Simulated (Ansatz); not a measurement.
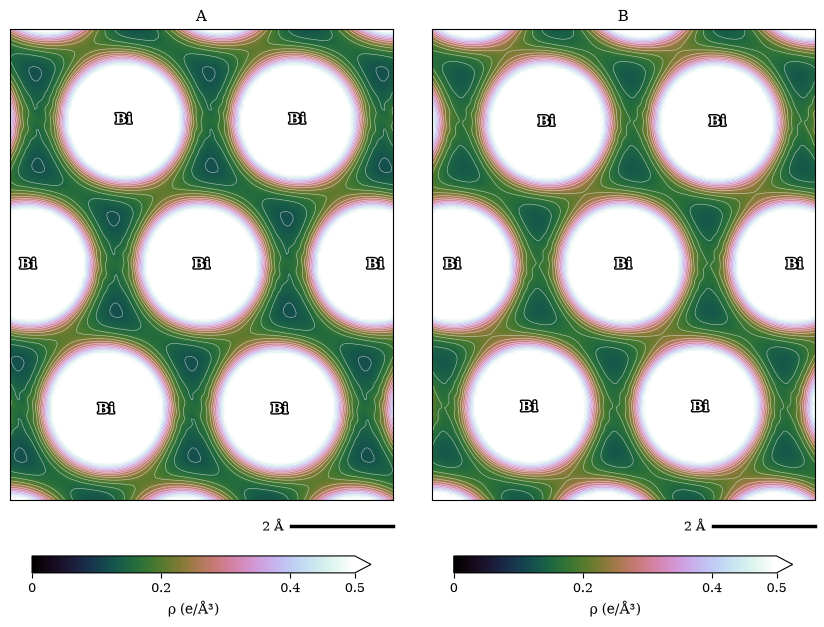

Bi. The valence charge density (pseudo) of two cells that differ in size, on the (101̄) plane of each (indices in the axes of the calculation cell), at one length scale and on one colour scale: A has 26.2 Å³ an atom and B 25.1.

All numbers below come from DFT PBEsol+D3(BJ), scalar-relativistic, plane waves, PAW in Ansatz.

In a PAW calculation such maps are meaningful between the atoms, not at the nuclei.

**What does the compression do to the bonding and the properties?**

From the larger cell to the smaller, Bi–Bi goes from 3.22 to 3.18 Å, and the density at its midpoint from 0.21 to 0.22 e/Å³; the pressure goes from 8 to 13 GPa.
